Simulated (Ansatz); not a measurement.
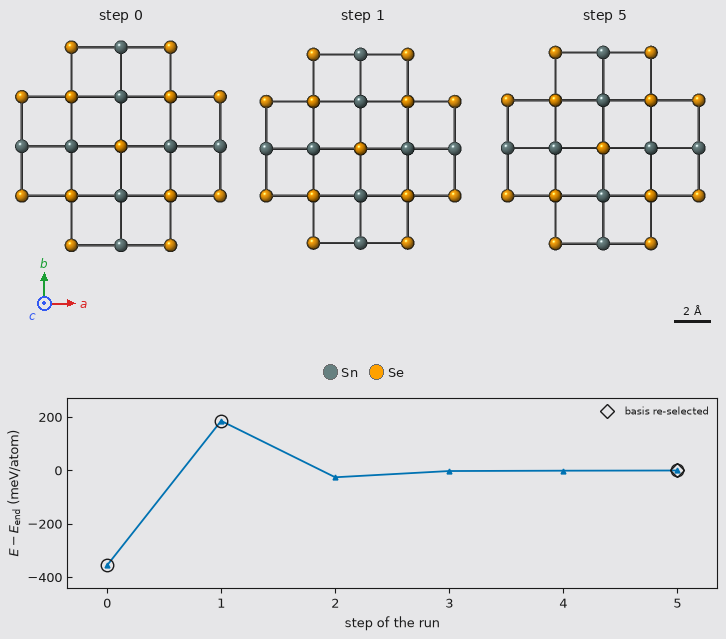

Frames of a relaxation of solid SnSe (set up in Fm-3m), marked on the history of the run. The picture is a ball-and-stick view of the conventional cell (4 times the calculation's cell), seen along the c axis. Lengths and directions refer to the drawn axes.

Case: relaxed at 35 GPa.

Computed with DFT PBEsol, scalar-relativistic, plane waves, PAW in Ansatz.

The input:
```yaml
crystal:
  lattice:
    - [0.0, 2.7753959823, 2.7753959823]
    - [2.7753959823, 0.0, 2.7753959823]
    - [2.7753959823, 2.7753959823, 0.0]
  atoms:
    - { symbol: Sn, position: [0.0, 0.0, 0.0] }
    - { symbol: Se, position: [0.5, 0.5, 0.5] }
basis:
  ecutwfc: 420
kpoints:
  mp_grid: { grid: [12, 12, 12] }
hamiltonian:
  xc: pbesol
scf:
  occupations: { method: fixed }
output:
  forces: true
  stress: true
  eigenvalues: true
relax:
  adjacent_minimum: "off"
  f_tol: 0.001
  max_steps: 60
  cell: { stress_tol: 0.02, p_target: 35.0 }
```

Run as
```bash
ansatz run input.yaml --threads 1 --pin off --max-ram 3072MiB --backend cpu --events-out ev --progress --plain --runs-dir out
```

### Describe the path.

No atom moves by more than 0.005 Å relative to the cell. The drawn cell changes as follows: a = b = c 5.551 → 5.353 Å (−3.6 %); the volume changes by −10.3 %. Near-neighbour distances that change, for instance: Sn1–Se2 2.775 → 2.676 Å. The space group stays Fm-3m (No. 225). Over 4 accepted moves (5 points after the start) the energy rises by 355 meV per atom. With the target pressure of 35 GPa, the enthalpy E + pV changes by −127 meV per atom. All forces vanish by symmetry, so only the cell relaxes. Pressure: 18.00 GPa at the start and 35.00 GPa at the end. At 1 point the geometry stayed and the basis and grid were re-selected for the new cell (energy shift of 0.7 meV per atom at most each time). Cost: 19 s on 1 thread of Intel(R) Xeon(R) Platinum 8259CL CPU @ 2.50GHz (Skylake/Cascade Lake), with other jobs on the host, peak memory 0.42 GiB. From step 0 to 1: volume −13.9 %, energy +541 meV per atom. From step 1 to 5: volume +4.2 %, energy −186 meV per atom.
